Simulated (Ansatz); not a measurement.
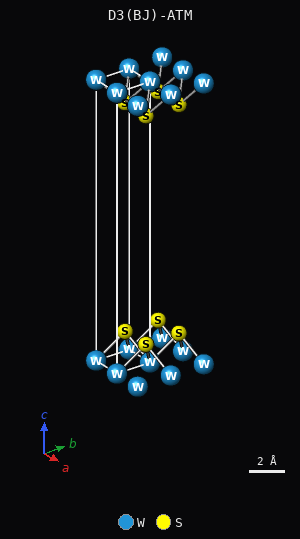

Solid WS$_{2}$ (set up in P-6m2), relaxed (cell and atoms) with several dispersion corrections. The picture shows the result with D3(BJ)-ATM. Style: ball-and-stick. Shown: the cell of the calculation, repeated 2 × 2 × 1 with one cell outlined, slightly off an axis.

Computed with Ansatz 0.2.0: PBE, Ansatz PAW. (plane-wave cutoff 420 eV; k-point mesh 10 × 10 × 2; occupations fermi-dirac; smearing width 0.05 eV; no spin polarisation; cell and atoms relaxed; force threshold 0.01 eV/Å)

```json
{"dispersion correction": "D3(BJ)-ATM", "volume (Å³/atom)": "48.866", "a (Å)": "3.161", "c (Å)": "16.945"}
{"dispersion correction": "D4", "volume (Å³/atom)": "48.777", "a (Å)": "3.158", "c (Å)": "16.945"}
{"dispersion correction": "D3(BJ)", "volume (Å³/atom)": "48.822", "a (Å)": "3.160", "c (Å)": "16.940"}
{"dispersion correction": "none", "volume (Å³/atom)": "?", "a (Å)": "?", "c (Å)": "?"}
```

> Fill in the missing row.

With none the volume is the largest of the series, above D3(BJ)-ATM (48.866). The calculation gives 49.749 Å³/atom (a = 3.189 Å, c = 16.951 Å). In order of volume: D4 < D3(BJ) < D3(BJ)-ATM < none; the spread is 2.0 %.

Each member starts from this one structure; whether another phase lies lower wasn't checked.

Limits of the set-up: layers or molecules are held without a dispersion correction, so their spacing is unreliable.
